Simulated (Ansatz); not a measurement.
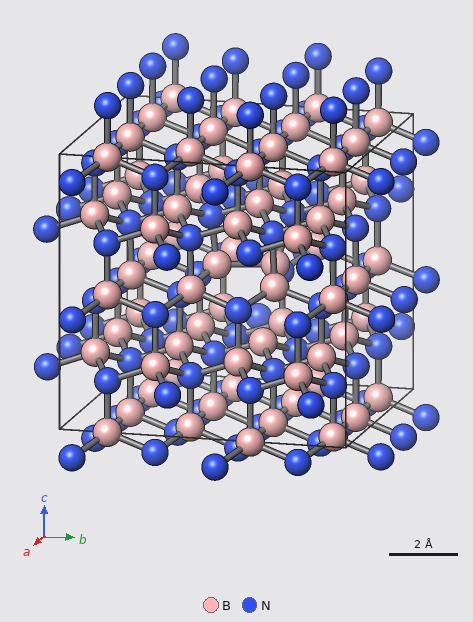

The structure as given in the input (ball-and-stick view of the cell of the calculation, seen slightly off an axis; bonded neighbours outside the cell are drawn too).

## Run report: B$_{48}$N$_{47}$ (charge −1), single-point calculation (part 1 of 2)

B$_{48}$N$_{47}$ (defect cell, 95 atoms in the cell, total charge −1), computed with DFT, HSE06, PAW, plane waves (Ansatz 0.2.0).

## The input
```yaml
crystal:
  lattice:
    - [7.622990, 0.000000, 0.000000]
    - [0.000000, 8.802271, 0.000000]
    - [0.000000, 0.000000, 8.406582]
  atoms:
    - { symbol: B, position: [0.999819, 0.166967, 0.000355] }
    - { symbol: B, position: [0.997503, 0.167051, 0.499802] }
    - { symbol: B, position: [0.333095, 0.166675, 0.001656] }
    - { symbol: B, position: [0.330312, 0.164026, 0.500012] }
    - { symbol: B, position: [0.166468, 0.416786, 0.001757] }
    - { symbol: B, position: [0.161522, 0.412679, 0.499475] }
    - { symbol: B, position: [0.001731, 0.666911, 0.999214] }
    - { symbol: B, position: [0.006249, 0.667230, 0.498748] }
    - { symbol: B, position: [0.666420, 0.167562, 0.001831] }
    - { symbol: B, position: [0.662701, 0.172198, 0.500517] }
    - { symbol: B, position: [0.500040, 0.418362, 0.004412] }
    - { symbol: B, position: [0.470267, 0.425099, 0.514889] }
    - { symbol: B, position: [0.335235, 0.667633, 0.001268] }
    - { symbol: B, position: [0.366923, 0.604670, 0.505162] }
    - { symbol: B, position: [0.167610, 0.916606, 0.999264] }
    - { symbol: B, position: [0.170915, 0.914728, 0.497018] }
    - { symbol: B, position: [0.833136, 0.417319, 0.001054] }
    - { symbol: B, position: [0.827066, 0.418875, 0.500041] }
    - { symbol: B, position: [0.668808, 0.668109, 0.998943] }
    - { symbol: B, position: [0.666250, 0.672666, 0.490450] }
    - { symbol: B, position: [0.500594, 0.917099, 0.999009] }
    - { symbol: B, position: [0.497260, 0.917596, 0.496614] }
    - { symbol: B, position: [0.834162, 0.917217, 0.998790] }
    - { symbol: B, position: [0.834051, 0.918172, 0.498574] }
    - { symbol: B, position: [0.165941, 0.084020, 0.250683] }
    - { symbol: B, position: [0.166531, 0.081410, 0.749744] }
    - { symbol: B, position: [0.998423, 0.334805, 0.250931] }
    - { symbol: B, position: [0.998637, 0.332794, 0.750563] }
    - { symbol: B, position: [0.500220, 0.084922, 0.250884] }
    - { symbol: B, position: [0.499232, 0.082221, 0.749889] }
    - { symbol: B, position: [0.332266, 0.334310, 0.253653] }
    - { symbol: B, position: [0.331828, 0.330859, 0.754249] }
    - { symbol: B, position: [0.170449, 0.583789, 0.251311] }
    - { symbol: B, position: [0.169443, 0.581373, 0.748910] }
    - { symbol: B, position: [0.001789, 0.834373, 0.249201] }
    - { symbol: B, position: [0.001386, 0.832473, 0.748158] }
    - { symbol: B, position: [0.832824, 0.085614, 0.250350] }
    - { symbol: B, position: [0.832620, 0.082793, 0.749537] }
    - { symbol: B, position: [0.664001, 0.337908, 0.254976] }
    - { symbol: B, position: [0.665023, 0.331662, 0.752862] }
    - { symbol: B, position: [0.505683, 0.594020, 0.251671] }
    - { symbol: B, position: [0.501058, 0.579718, 0.753837] }
    - { symbol: B, position: [0.334415, 0.837247, 0.253861] }
    - { symbol: B, position: [0.335127, 0.829608, 0.744954] }
    - { symbol: B, position: [0.835509, 0.585386, 0.249015] }
    - { symbol: B, position: [0.833641, 0.582970, 0.747178] }
    - { symbol: B, position: [0.668391, 0.836716, 0.248042] }
    - { symbol: B, position: [0.665991, 0.832503, 0.746710] }
    - { symbol: N, position: [0.999530, 0.168321, 0.187268] }
    - { symbol: N, position: [0.999069, 0.165818, 0.687592] }
    - { symbol: N, position: [0.333373, 0.167784, 0.188005] }
    - { symbol: N, position: [0.332042, 0.164758, 0.688566] }
    - { symbol: N, position: [0.166427, 0.417290, 0.188031] }
    - { symbol: N, position: [0.164886, 0.414385, 0.688474] }
    - { symbol: N, position: [0.002684, 0.667550, 0.186575] }
    - { symbol: N, position: [0.002306, 0.665770, 0.685800] }
    - { symbol: N, position: [0.666147, 0.169571, 0.188846] }
    - { symbol: N, position: [0.666036, 0.166304, 0.688179] }
    - { symbol: N, position: [0.499443, 0.421967, 0.194351] }
    - { symbol: N, position: [0.498107, 0.411198, 0.697205] }
    - { symbol: N, position: [0.336263, 0.669144, 0.189199] }
    - { symbol: N, position: [0.339332, 0.659748, 0.686496] }
    - { symbol: N, position: [0.166912, 0.918240, 0.185543] }
    - { symbol: N, position: [0.167809, 0.914674, 0.685961] }
    - { symbol: N, position: [0.832816, 0.418843, 0.187866] }
    - { symbol: N, position: [0.831573, 0.416357, 0.687946] }
    - { symbol: N, position: [0.670610, 0.670525, 0.184838] }
    - { symbol: N, position: [0.665139, 0.664858, 0.682253] }
    - { symbol: N, position: [0.501969, 0.918897, 0.185181] }
    - { symbol: N, position: [0.500252, 0.916058, 0.685563] }
    - { symbol: N, position: [0.834792, 0.918882, 0.185984] }
    - { symbol: N, position: [0.833790, 0.916003, 0.685858] }
    - { symbol: N, position: [0.162700, 0.083386, 0.437344] }
    - { symbol: N, position: [0.166438, 0.083320, 0.937310] }
    - { symbol: N, position: [0.993626, 0.333304, 0.437752] }
    - { symbol: N, position: [0.999370, 0.333522, 0.938070] }
    - { symbol: N, position: [0.500379, 0.086577, 0.437526] }
    - { symbol: N, position: [0.499927, 0.083874, 0.937496] }
    - { symbol: N, position: [0.324354, 0.325955, 0.439518] }
    - { symbol: N, position: [0.332584, 0.333219, 0.941143] }
    - { symbol: N, position: [0.172485, 0.577938, 0.435989] }
    - { symbol: N, position: [0.168275, 0.583231, 0.937565] }
    - { symbol: N, position: [0.001444, 0.833357, 0.435743] }
    - { symbol: N, position: [0.000738, 0.833396, 0.935960] }
    - { symbol: N, position: [0.831257, 0.085868, 0.437203] }
    - { symbol: N, position: [0.833035, 0.083782, 0.937256] }
    - { symbol: N, position: [0.658261, 0.341940, 0.440189] }
    - { symbol: N, position: [0.666584, 0.333683, 0.940634] }
    - { symbol: N, position: [0.502234, 0.583766, 0.940049] }
    - { symbol: N, position: [0.335531, 0.844501, 0.431660] }
    - { symbol: N, position: [0.334327, 0.832852, 0.935604] }
    - { symbol: N, position: [0.832874, 0.585204, 0.435196] }
    - { symbol: N, position: [0.834280, 0.583898, 0.935751] }
    - { symbol: N, position: [0.668058, 0.837000, 0.434459] }
    - { symbol: N, position: [0.667461, 0.833747, 0.934788] }
  symmetry: { detect: false }
kpoints:
  mp_grid: { grid: [1, 1, 1], shift: [0.25, 0.25, 0.25] }
hamiltonian:
  xc: hse06
total_charge: -1
scf:
  occupations: { method: fermi_dirac, width: 0.01 }
output:
  forces: true
  eigenvalues: true
  populations: true
  charged_corrections: { epsilon: 7 }
  eigenstates: { kpoints: [[0.25, 0.25, 0.25]], e_range: [-6.0, 6.0], localisation: true }
```

Command:
```bash
ansatz run in.yaml --threads 8 --pin off --max-ram 17100MiB --runs-dir r --events-out ev --progress --plain
```

## The program's output
```
Pseudopotentials: kind: paw
Functional definition: HSE06
  parameter a = 0.25
  parameter omega = 0.11/bohr
  exchange = pbe_x - a*pbe_x_sr(omega) + a*exact_x_sr(omega)
  correlation = pbe_c
Crystal: 95 atoms, lattice volume = 564.078 Å³
Basis set: ecut = 420 eV, 11009 PW (Γ), exchange–correlation on 108×120×120 points (8 copies of the dense FFT grid, shifted against one another)
Bands: 285, of which v1, the nominal top of the filled ones, is band 190 counted from 1 (189 counted from 0)
Symmetry: 1 space group operations
k-points: 1
Non-local potential: B, projectors of the file, l = 0: 2, l = 1: 2, l = 2: 1
Non-local potential: N, projectors of the file, l = 0: 2, l = 1: 2, l = 2: 1
PAW form: soft (Blöchl's): semilocal exchange-correlation on the pseudo side does not see the compensation charge
PAW frozen core: B, regenerated for the run's functional, and the local potential with it (the file was generated under x = pbe(κ = 0.804, μ = 0.2195149727645171), c = pbe(β = 0.06672455060314922))
PAW frozen core: N, regenerated for the run's functional, and the local potential with it (the file was generated under x = pbe(κ = 0.804, μ = 0.2195149727645171), c = pbe(β = 0.06672455060314922))
PAW one-centre angular grid: B, 110 points (default); XC on 64 Gauss nodes
PAW one-centre angular grid: N, 110 points (default); XC on 64 Gauss nodes
Initial density: superposition of atomic densities (neutral atoms scaled as one to the charged cell's electrons: chi_scale 0, normalization atom), corrected by the library's trained network
Initial wavefunctions: pseudopotential atomic-orbital guess
Functional: x = pbe(κ = 0.804, μ = 0.2195149727645171), c = pbe(β = 0.06672455060314922), warm-up for x = pbe(κ = 0.804, μ = 0.2195149727645171) + 0.25 (exact − pbe) at short range (hse, ω = 0.20786987370883472 Å⁻¹), c = pbe(β = 0.06672455060314922); HSE06 as pw.x's `hse` composes it (authors' and Libxc's form: `xc: wpbeh`)
SCF iter   1: F=—  HF=-25621.933243 eV  |F-HF|=—  |Δ(HF+E_count)|=         —  Δρ=1.26e-2  dr2=2.43e0  ethr=1.77e-3  ⟨swp⟩=16.0  Hψ=1544  notcnv=0
preconditioner: auto → none  [insulator: Δε(μ)=2.259 eV  Ē_g=17.397 eV  σ=0.010 eV  W_gap=1.00  n_scr=154 (ndim 8)  ℏωp=30.5 eV  f_vac=0.000  D(μ)=0.00/eV (n_scr^D=0)]
SCF iter   2: F=—  HF=-25621.294558 eV  |F-HF|=—  |Δ(HF+E_count)|=   6.39e-1  Δρ=5.20e-3  dr2=2.54e-1  ethr=6.39e-4  ⟨swp⟩=8.0  Hψ=742  notcnv=0  defer=1
iter 3 solved again at ethr=2.93e-6 eV; its pass at ethr=6.69e-5 eV (dr2=1.11e-2 eV) is discarded
SCF iter   3: F=—  HF=-25621.230125 eV  |F-HF|=—  |Δ(HF+E_count)|=   6.44e-2  Δρ=1.72e-3  dr2=1.13e-2  ethr=2.93e-6  ⟨swp⟩=14.0  Hψ=1598  notcnv=0  defer=4
SCF iter   4: F=—  HF=-25621.228275 eV  |F-HF|=—  |Δ(HF+E_count)|=   1.85e-3  Δρ=4.60e-4  dr2=7.95e-4  ethr=2.93e-6  ⟨swp⟩=8.0  Hψ=789  notcnv=0  defer=4
SCF iter   5: F=-25621.228199 eV  HF=-25621.228201 eV  |F-HF|=1.74e-6  |Δ(HF+E_count)|=   7.38e-5  Δρ=1.22e-4  dr2=3.34e-5  ethr=2.09e-7  ⟨swp⟩=6.0  Hψ=618  notcnv=0  defer=3
SCF 1 stopped early in 5 iterations: F = -25621.228199 eV  dr2 = 3.34e-5
  greatest PAW one-centre occupation: 0.793 electrons in one spin orbital (limit 2), on the N atom at site 78 (counted from 0), in its partial waves of l = 0
Initial density: handed on by an earlier stage of this run
Initial wavefunctions: those handed on with the density
Functional: x = pbe(κ = 0.804, μ = 0.2195149727645171) + 0.25 (exact − pbe) at short range (hse, ω = 0.20786987370883472 Å⁻¹), c = pbe(β = 0.06672455060314922); HSE06 as pw.x's `hse` composes it (authors' and Libxc's form: `xc: wpbeh`)
Exchange kernel: α = 0.2500, screened, ω = 0.2079 Å⁻¹, Wigner–Seitz truncation, v(0) = 796.5775 eV·Å³, q-mesh 1×1×1, nearest image of the exchange supercell L = 7.62 Å, pair-density grid 36×45×45, without the augmentation charges, whose exchange is taken in its separable form (sized by the pseudopotential files, 50×60×60 at the most), smooth part of the exchange summed in real space on grids 50×60
Frozen-core exchange: fock
SCF iter   1: F=—  HF=-25629.391943 eV  |F-HF|=—  |Δ(HF+E_count)|=         —  Δρ=8.96e-3  dr2=2.28e-1  ethr=8.79e-8  ⟨swp⟩=13.0  Hψ=1960  notcnv=0
preconditioner: auto → none  [insulator: Δε(μ)=3.061 eV  Ē_g=19.854 eV  σ=0.010 eV  W_gap=1.00  n_scr=154 (ndim 8)  ℏωp=30.5 eV  f_vac=0.000  D(μ)=0.00/eV (n_scr^D=0)]
SCF iter   2: F=—  HF=-25629.299262 eV  |F-HF|=—  |Δ(HF+E_count)|=   9.27e-2  Δρ=4.08e-3  dr2=4.08e-2  ethr=8.79e-8  ⟨swp⟩=5.0  Hψ=1107  notcnv=0
SCF iter   3: F=—  HF=-25629.397599 eV  |F-HF|=—  |Δ(HF+E_count)|=   9.83e-2  Δρ=1.65e-3  dr2=1.74e-2  ethr=8.79e-8  ⟨swp⟩=5.0  Hψ=1109  notcnv=0
SCF iter   4: F=—  HF=-25629.393646 eV  |F-HF|=—  |Δ(HF+E_count)|=   3.95e-3  Δρ=7.00e-4  dr2=6.09e-3  ethr=8.79e-8  ⟨swp⟩=5.0  Hψ=1086  notcnv=0
SCF iter   5: F=—  HF=-25629.392002 eV  |F-HF|=—  |Δ(HF+E_count)|=   1.64e-3  Δρ=1.77e-4  dr2=2.60e-4  ethr=8.79e-8  ⟨swp⟩=4.0  Hψ=865  notcnv=0
SCF iter   6: F=—  HF=-25629.392833 eV  |F-HF|=—  |Δ(HF+E_count)|=   8.31e-4  Δρ=1.33e-4  dr2=7.98e-5  ethr=4.51e-8  ⟨swp⟩=5.0  Hψ=735  notcnv=0
SCF iter   7: F=-25629.392809 eV  HF=-25629.392811 eV  |F-HF|=2.50e-6  |Δ(HF+E_count)|=   2.17e-5  Δρ=3.97e-5  dr2=1.05e-5  ethr=2.00e-8  ⟨swp⟩=3.0  Hψ=480  notcnv=0
SCF 2 stopped early in 7 iterations: F = -25629.392809 eV  dr2 = 1.05e-5
  Residual-converged pass: ⟨swp⟩=4.0  Hψ=671  notcnv=0  max |occ|·‖R‖ = 6.2e-6 eV (tolerance 6.7e-6 eV)  dr2=1.01e-5  dr2_onsite=1.74e-7  max |Δocc| = 0.0e0
  greatest PAW one-centre occupation: 0.796 electrons in one spin orbital (limit 2), on the N atom at site 78 (counted from 0), in its partial waves of l = 0
hybrid outer 1: dexx = +1.103e-1 eV, tail = 8.12e-5 eV
SCF iter   1: F=—  HF=-25629.391365 eV  |F-HF|=—  |Δ(HF+E_count)|=         —  Δρ=4.62e-5  dr2=9.23e-6  ethr=1.07e-7  ⟨swp⟩=8.0  Hψ=814  notcnv=0
preconditioner: auto → none  [insulator: Δε(μ)=3.066 eV  Ē_g=19.853 eV  σ=0.010 eV  W_gap=1.00  n_scr=154 (ndim 8)  ℏωp=30.5 eV  f_vac=0.000  D(μ)=0.00/eV (n_scr^D=0)]
SCF iter   2: F=—  HF=-25629.391363 eV  |F-HF|=—  |Δ(HF+E_count)|=   2.63e-6  Δρ=1.25e-5  dr2=4.83e-7  ethr=2.18e-9  ⟨swp⟩=3.0  Hψ=595  notcnv=0
SCF iter   3: F=—  HF=-25629.391363 eV  |F-HF|=—  |Δ(HF+E_count)|=   7.57e-7  Δρ=7.40e-6  dr2=1.78e-7  ethr=9.90e-11  ⟨swp⟩=8.0  Hψ=833  notcnv=0  defer=3
SCF iter   4: F=-25629.391363 eV  HF=-25629.391363 eV  |F-HF|=9.79e-9  |Δ(HF+E_count)|=   2.28e-8  Δρ=1.94e-6  dr2=1.86e-8  ethr=4.39e-11  ⟨swp⟩=4.0  Hψ=522  notcnv=0
SCF 3 converged in 4 iterations: F = -25629.391363 eV  dr2 = 1.86e-8
  Residual-converged pass: ⟨swp⟩=3.0  Hψ=526  notcnv=0  max |occ|·‖R‖ = 2.3e-6 eV (tolerance 3.1e-6 eV)  dr2=1.95e-8  dr2_onsite=5.87e-10  max |Δocc| = 0.0e0
```

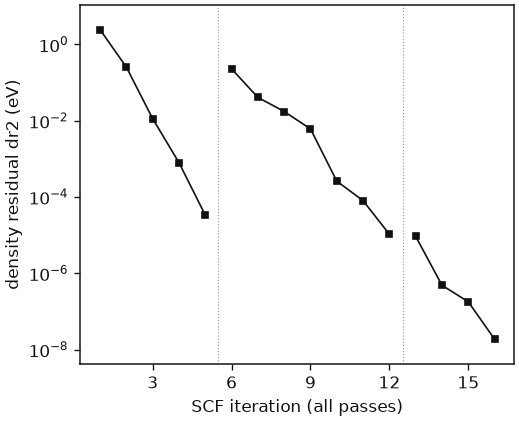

Convergence of the self-consistent field: density residual dr2 against the SCF iteration. The run starts with a semilocal functional; after that each stretch between dotted lines is one SCF of the hybrid functional between two exact rebuilds of the exchange operator by the outer loop. Early passes are stopped at a loose threshold. The passes take 5, 7 and 4 iterations.

```
hybrid outer 2: dexx = +8.881e-7 eV, tail = 4.44e-8 eV, Δε = 1.18e-3 eV (about 3.21e-5 eV left of the loop's levels), ΔF = 3.21e-3 eV/Å (tail 4.17e-4)
NSCF: frozen V_eff on 1 k-points
hybrid SCF converged: 2 outer / 11 inner (+5 warm-up), last move |dexx| = 8.88e-7 eV, tail = 4.44e-8 eV
Stability not checked: this state was not tested for a lower state beside it, because the functional holds exact exchange (a hybrid, or Hartree-Fock), whose exchange loop this test does not read (fock_operator; see scf.lower_state_search)
Free energy (F): -25629.391363 eV
Harris-Foulkes:  -25629.391363 eV  (|F-HF|=9.79e-9)
Internal energy: -25629.391363 eV  (E = F + TS)
E sigma→0 (E₀):  -25629.391363 eV
Fermi energy:    14.528638 eV
--- Per-component energies (eV) ---
  E_band       = 642.999559
  E_kinetic    = 8802.494051
  E_local      = -8481.572529  (includes V_loc(G=0)·N_el)
  E_nonlocal   = 2627.780216
  E_hartree    = 2433.914744
  E_xc         = -3593.470320
  E_vxc        = -4424.165385  (∫ρ·V_xc dr)
  E_exx        = -926.651956  (= α·E_x^exact, valence–valence)
  E_paw        = -9705.064305  (= ΣΔE_a)
  E_vpaw       = -896.071308  (= ΣTr[D̂ρ^β])
  E_aug_tail   = 0.004757  (compensation charges beyond the density's cutoff)
  E_ewald      = -16785.182389
  E_core_change = -1.643606  (= ΣΔE_core)
  E_smearing   = -0.000000  (= −TS)
  E_closure    = -0.000026  (closes the sum)
  E_deformation_potential = -20.691767  (in the stress; not in F)
  Σ components = -25629.391363   (vs F -25629.391363, Δ=0.00e0)
```
